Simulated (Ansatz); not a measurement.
Take the following structure.

```
In
1.0
     3.22075    0.00000    0.00000
     0.00000    3.22075    0.00000
     0.00000    0.00000    5.05212
In
2
Cartesian
  0.0000 0.0000 0.0000
  1.6104 1.6104 2.5261
```

What does this file describe?

The element is indium. It is body-centred tetragonal, space group I4/mmm (No. 139). The cell holds two atoms. Each In atom has twelve In in a cuboctahedral arrangement at 3.22 to 3.40 Å around it. The bonds build a three-dimensional framework.

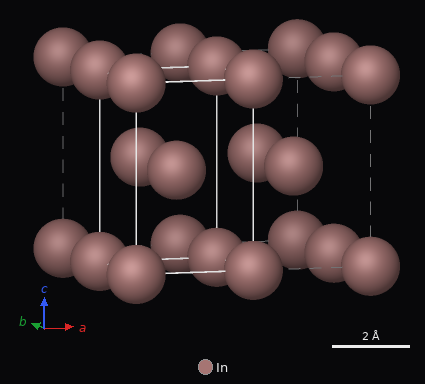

Spheres-only representation of a periodic structure, projected slightly off an axis. The picture spans 2×2×1 cells, one conventional unit cell being drawn with solid lines.

Provenance: a structure listed in the Materials Project. The picture shows the end point of a geometry optimisation with Ansatz, DFT r2SCAN, scalar-relativistic, plane waves, PAW.
